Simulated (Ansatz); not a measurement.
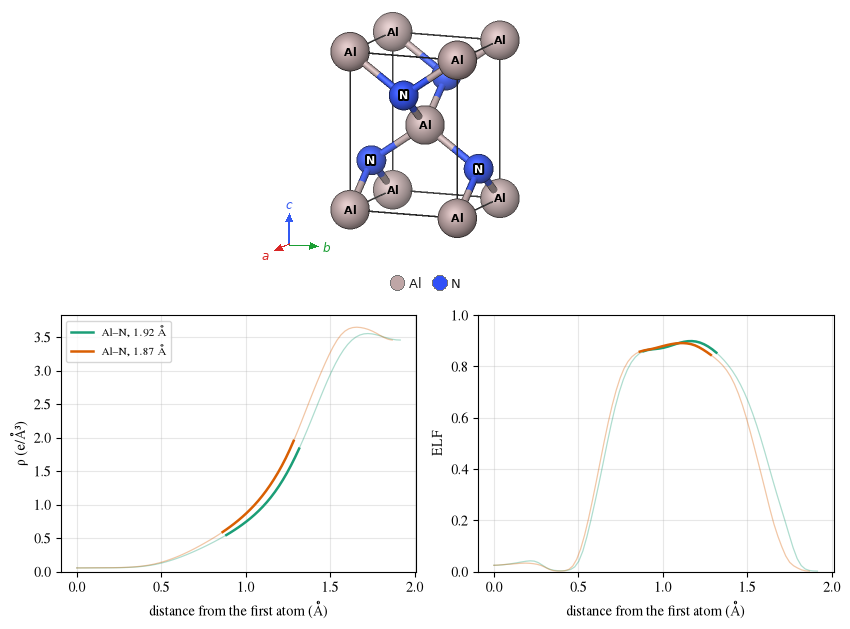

The picture shows: AlN. Valence electron density and ELF along straight lines between neighbouring atoms. Thin, pale parts lie inside the atomic spheres. The structure is drawn too.

Space group Imm2; a structure from a database of computed crystals, not necessarily the ambient phase; changed on purpose from its base cell (strain +0.0375 x Voigt [0, 0, 0, 0, 1, 0], atoms carried along); not relaxed (largest force 0.3 eV/Å).

Computed with Ansatz 0.2.0, DFT r2SCAN, scalar-relativistic, plane waves, PAW.

Core electrons are frozen (PAW), and the valence fields are smoothed inside the atomic spheres.

```xyz
4
Lattice="2.1430 0.0000 -2.1430 -2.2249 0.0000 -2.2249 0.0000 4.3680 0.0000" Properties=species:S:1:pos:R:3 pbc="T T T"
Al   -0.0409    2.1840   -2.1840
Al    0.0000    0.0000    0.0000
N     1.0715    1.0920   -1.0715
N    -1.1125    3.2760   -1.1125
```

**What can be read from the curves?**

Al–N (1.92 Å): ρ is about 0.66 e/Å³ halfway; the ELF peaks at about 0.90 between the atoms (a shared but strongly polarised pair).
Al–N (1.87 Å): the density is about 0.72 e/Å³ at the midpoint; the ELF peaks at about 0.90 in the valence shell of N, 0.7 Å from its nucleus, and is about 0.85 at the midpoint.
